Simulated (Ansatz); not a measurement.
# What a change does: single-point calculation on AlCu

System: AlCu (8 atoms in the cell).
Method of run A: DFT, PBEsol, dispersion d3bjatm, plane waves, PAW, no spin polarisation (Ansatz 0.2.0).

The structure derives from a Materials Project entry. Text and figures count atoms from 1; the logs count them from 0 in places.

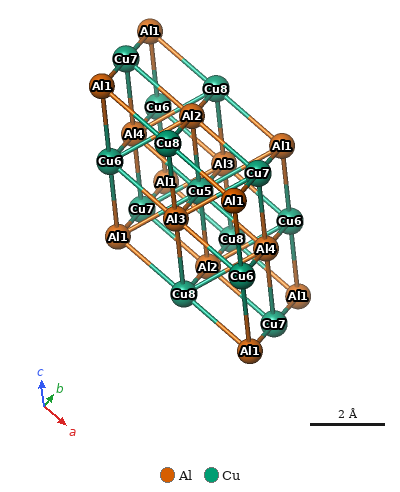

Figure 1. The structure (ball-and-stick view of the cell of the calculation, seen slightly off an axis; atoms are numbered from 1 in the order of the input). An atom can appear more than once, as a periodic image.

**Input file, run A**
```yaml
crystal:
  lattice:
    - [-2.9560037107, 2.9560037107, 2.9560037107]
    - [2.9560037107, -2.9560037107, 2.9560037107]
    - [2.9560037107, 2.9560037107, -2.9560037107]
  atoms:
    - { symbol: Al, position: [0.0, 0.0, 0.0] }
    - { symbol: Al, position: [0.5, 0.5, 0.0] }
    - { symbol: Al, position: [0.5, 0.0, 0.5] }
    - { symbol: Al, position: [0.0, 0.5, 0.5] }
    - { symbol: Cu, position: [0.5, 0.5, 0.5] }
    - { symbol: Cu, position: [0.0, 0.0, 0.5] }
    - { symbol: Cu, position: [0.0, 0.5, 0.0] }
    - { symbol: Cu, position: [0.5, 0.0, 0.0] }
basis:
  ecutwfc: 420
kpoints:
  mp_grid: { grid: [14, 14, 14] }
hamiltonian:
  xc: pbesol
  dispersion: d3bjatm
scf:
  occupations: { method: gaussian, width: 0.15 }
  mixing: { algorithm: msr1, beta: 0.05, ndim: 8 }
output:
  forces: true
  eigenvalues: true
  stress: true
```

Launched with:
```bash
ansatz run input.yaml --threads 2 --pin off --max-ram 5120MiB --backend cpu --events-out ev --progress --plain --runs-dir out
```

Hardware: 2 threads of AMD EPYC (Zen 3), 189 GiB of memory available, shared host.

**Output, shortened to warnings, some set-up lines, iterations and results (run A)**
```
Basis set: ecut = 420 eV, 1985 PW (Γ), exchange–correlation on 72×72×72 points (8 copies of the dense FFT grid, shifted against one another)
Symmetry: 192 space group operations
k-points: 104 of 2744
Initial density: superposition of atomic densities (neutral atoms: chi_scale 0, normalization atom), corrected by the library's trained network
[...]
SCF iter   1: F=—  HF=-28457.743855 eV  |F-HF|=—  |Δ(HF+E_count)|=         —  Δρ=1.72e-2  dr2=1.56e-1  ethr=1.77e-3  ⟨swp⟩=7.0  Hψ=21711  notcnv=0
SCF iter   2: F=—  HF=-28457.733155 eV  |F-HF|=—  |Δ(HF+E_count)|=   1.07e-2  Δρ=1.45e-2  dr2=1.11e-1  ethr=1.77e-4  ⟨swp⟩=1.0  Hψ=6344  notcnv=0
SCF iter   3: F=—  HF=-28457.713316 eV  |F-HF|=—  |Δ(HF+E_count)|=   1.98e-2  Δρ=1.75e-3  dr2=2.70e-3  ethr=1.26e-4  ⟨swp⟩=2.0  Hψ=8089  notcnv=0
SCF iter   4: F=—  HF=-28457.711916 eV  |F-HF|=—  |Δ(HF+E_count)|=   1.40e-3  Δρ=2.38e-3  dr2=3.01e-3  ethr=3.07e-6  ⟨swp⟩=2.1  Hψ=9282  notcnv=0
SCF iter   5: F=—  HF=-28457.711004 eV  |F-HF|=—  |Δ(HF+E_count)|=   9.12e-4  Δρ=5.28e-4  dr2=2.99e-4  ethr=3.07e-6  ⟨swp⟩=2.2  Hψ=7819  notcnv=0
SCF iter   6: F=—  HF=-28457.710946 eV  |F-HF|=—  |Δ(HF+E_count)|=   5.87e-5  Δρ=1.44e-4  dr2=1.15e-5  ethr=3.40e-7  ⟨swp⟩=2.0  Hψ=8191  notcnv=0
SCF iter   7: F=—  HF=-28457.711036 eV  |F-HF|=—  |Δ(HF+E_count)|=   9.04e-5  Δρ=6.90e-5  dr2=2.58e-6  ethr=1.30e-8  ⟨swp⟩=2.0  Hψ=8215  notcnv=0
SCF iter   8: F=—  HF=-28457.711036 eV  |F-HF|=—  |Δ(HF+E_count)|=  9.06e-10  Δρ=1.17e-5  dr2=1.02e-7  ethr=2.93e-9  ⟨swp⟩=1.0  Hψ=5283  notcnv=0
SCF iter   9: F=-28457.711036 eV  HF=-28457.711036 eV  |F-HF|=1.44e-9  |Δ(HF+E_count)|=   4.08e-8  Δρ=2.25e-6  dr2=3.71e-9  ethr=1.14e-10  ⟨swp⟩=8.5  Hψ=18811  notcnv=0
SCF 1 converged in 9 iterations: F = -28457.711036 eV  dr2 = 3.71e-9
SCF converged after 9 iterations
Free energy (F): -28457.711036 eV
Harris-Foulkes:  -28457.711036 eV  (|F-HF|=1.44e-9)
Internal energy: -28457.682647 eV  (E = F + TS)
E sigma→0 (E₀):  -28457.696841 eV
Entropy (-TS):   -0.028389 eV (-3.549 meV/atom)
Fermi energy:    13.650928 eV
--- Per-component energies (eV) ---
  E_band       = -1685.547208
  E_kinetic    = 1300.777309
  E_local      = -20595.203228  (includes V_loc(G=0)·N_el)
  E_nonlocal   = 1593.841469
  E_hartree    = 9197.923586
  E_xc         = -519.785128
  E_vxc        = -586.303195  (∫ρ·V_xc dr)
  E_paw        = -8314.476805  (= ΣΔE_a)
  E_vpaw       = -1794.505284  (= ΣTr[D̂ρ^β])
  E_aug_tail   = 0.001216  (compensation charges beyond the density's cutoff)
  E_ewald      = -11118.507336
  E_disp       = -3.155094  (pairwise vdW)
  E_core_change = 0.901365  (= ΣΔE_core)
  E_smearing   = -0.028389  (= −TS)
  E_closure    = 0.000000  (closes the sum)
  Σ components = -28457.711036   (vs F -28457.711036, Δ=0.00e0)
--- Forces (eV/Å), atoms counted from 1 ---
  atom   1  Al    -0.00000000    -0.00000000    -0.00000000
  atom   2  Al    -0.00000000     0.00000000     0.00000000
  atom   3  Al    -0.00000000     0.00000000     0.00000000
  atom   4  Al    -0.00000000    -0.00000000     0.00000000
  atom   5  Cu     0.00000000    -0.00000000    -0.00000000
  atom   6  Cu     0.00000000    -0.00000000     0.00000000
  atom   7  Cu     0.00000000    -0.00000000     0.00000000
  atom   8  Cu     0.00000000     0.00000000    -0.00000000
  max |Σ_I F_I| component: 1.67e-28 eV/Å
--- Stress (GPa, compression-positive) ---
       -4.364247       0.000000       0.000000
        0.000000      -4.364247      -0.000000
        0.000000      -0.000000      -4.364247
  P = ⅓ Tr σ = -4.3642 GPa (-43.642 kbar)
```

For run B the input was changed thus:
```diff
-  dispersion: d3bjatm
-  mixing: { algorithm: msr1, beta: 0.05, ndim: 8 }
```

Predict how the results change.

The total energies belong to different models, so their difference says nothing on which is more stable or more accurate. The pressure goes from −4.36 to −0.02 GPa. The dispersion correction adds attraction between all atoms, which pulls the cell inwards and lowers the pressure. The SCF takes 7 iterations against 9.

**Output, shortened to warnings, some set-up lines, iterations and results (run B)**
```
Basis set: ecut = 420 eV, 1985 PW (Γ), exchange–correlation on 72×72×72 points (8 copies of the dense FFT grid, shifted against one another)
Symmetry: 192 space group operations
k-points: 104 of 2744
Initial density: superposition of atomic densities (neutral atoms: chi_scale 0, normalization atom), corrected by the library's trained network
[...]
SCF iter   1: F=—  HF=-28454.588762 eV  |F-HF|=—  |Δ(HF+E_count)|=         —  Δρ=1.72e-2  dr2=1.56e-1  ethr=1.77e-3  ⟨swp⟩=7.0  Hψ=21711  notcnv=0
SCF iter   2: F=—  HF=-28454.558912 eV  |F-HF|=—  |Δ(HF+E_count)|=   2.98e-2  Δρ=1.36e-3  dr2=1.31e-3  ethr=1.77e-4  ⟨swp⟩=2.0  Hψ=9347  notcnv=0  defer=130
SCF iter   3: F=—  HF=-28454.556704 eV  |F-HF|=—  |Δ(HF+E_count)|=   2.21e-3  Δρ=2.16e-3  dr2=2.59e-3  ethr=1.49e-6  ⟨swp⟩=2.0  Hψ=9873  notcnv=0  defer=130
SCF iter   4: F=—  HF=-28454.555968 eV  |F-HF|=—  |Δ(HF+E_count)|=   7.36e-4  Δρ=7.54e-4  dr2=3.25e-4  ethr=1.49e-6  ⟨swp⟩=2.0  Hψ=6718  notcnv=0  defer=130
SCF iter   5: F=—  HF=-28454.555876 eV  |F-HF|=—  |Δ(HF+E_count)|=   9.17e-5  Δρ=2.09e-4  dr2=3.01e-5  ethr=3.69e-7  ⟨swp⟩=2.4  Hψ=8142  notcnv=0  defer=130
SCF iter   6: F=—  HF=-28454.555943 eV  |F-HF|=—  |Δ(HF+E_count)|=   6.67e-5  Δρ=3.48e-5  dr2=1.25e-6  ethr=3.42e-8  ⟨swp⟩=2.2  Hψ=7213  notcnv=0  defer=130
SCF iter   7: F=-28454.555942 eV  HF=-28454.555942 eV  |F-HF|=1.39e-8  |Δ(HF+E_count)|=   6.45e-7  Δρ=3.69e-6  dr2=1.68e-8  ethr=1.14e-10  ⟨swp⟩=7.0  Hψ=22027  notcnv=0
SCF 1 converged in 7 iterations: F = -28454.555942 eV  dr2 = 1.68e-8
SCF converged after 7 iterations
Free energy (F): -28454.555942 eV
Harris-Foulkes:  -28454.555942 eV  (|F-HF|=1.39e-8)
Internal energy: -28454.527553 eV  (E = F + TS)
E sigma→0 (E₀):  -28454.541748 eV
Entropy (-TS):   -0.028389 eV (-3.549 meV/atom)
Fermi energy:    13.650923 eV
--- Per-component energies (eV) ---
  E_band       = -1685.548466
  E_kinetic    = 1300.777169
  E_local      = -20595.209014  (includes V_loc(G=0)·N_el)
  E_nonlocal   = 1593.841001
  E_hartree    = 9197.928865
  E_xc         = -519.785016
  E_vxc        = -586.303063  (∫ρ·V_xc dr)
  E_paw        = -8314.475803  (= ΣΔE_a)
  E_vpaw       = -1794.512335  (= ΣTr[D̂ρ^β])
  E_aug_tail   = 0.001216  (compensation charges beyond the density's cutoff)
  E_ewald      = -11118.507336
  E_core_change = 0.901365  (= ΣΔE_core)
  E_smearing   = -0.028389  (= −TS)
  E_closure    = 0.000000  (closes the sum)
  Σ components = -28454.555942   (vs F -28454.555942, Δ=0.00e0)
--- Forces (eV/Å), atoms counted from 1 ---
  atom   1  Al     0.00000000    -0.00000000    -0.00000000
  atom   2  Al     0.00000000    -0.00000000     0.00000000
  atom   3  Al     0.00000000     0.00000000    -0.00000000
  atom   4  Al     0.00000000     0.00000000     0.00000000
  atom   5  Cu     0.00000000    -0.00000000     0.00000000
  atom   6  Cu     0.00000000    -0.00000000    -0.00000000
  atom   7  Cu     0.00000000    -0.00000000     0.00000000
  atom   8  Cu     0.00000000    -0.00000000    -0.00000000
  max |Σ_I F_I| component: 1.81e-28 eV/Å
--- Stress (GPa, compression-positive) ---
       -0.018842      -0.000000       0.000000
       -0.000000      -0.018842       0.000000
       -0.000000       0.000000      -0.018842
  P = ⅓ Tr σ = -0.0188 GPa (-0.188 kbar)
```

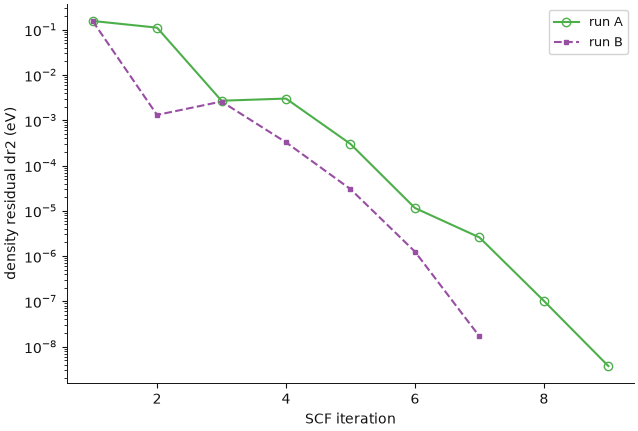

Figure 2. Convergence of the two runs: density residual dr2 against the SCF iteration. Run A takes 9 iterations in all, and run B takes 7.

**The two runs side by side**

```csv
quantity,run A,run B
outcome,converged,converged
free energy per atom (eV),−3557.2139,−3556.8195
"energy per atom, smearing taken to zero (eV)",−3557.2121,−3556.8177
gap on the mesh (eV),0.00,0.00
pressure (GPa),−4.36,−0.02
largest force (eV/Å),0.000,0.000
SCF iterations,9,7
irreducible k-points,104,104
plane waves at Γ,1985,1985
wall time (shared host),38 s,42 s
```
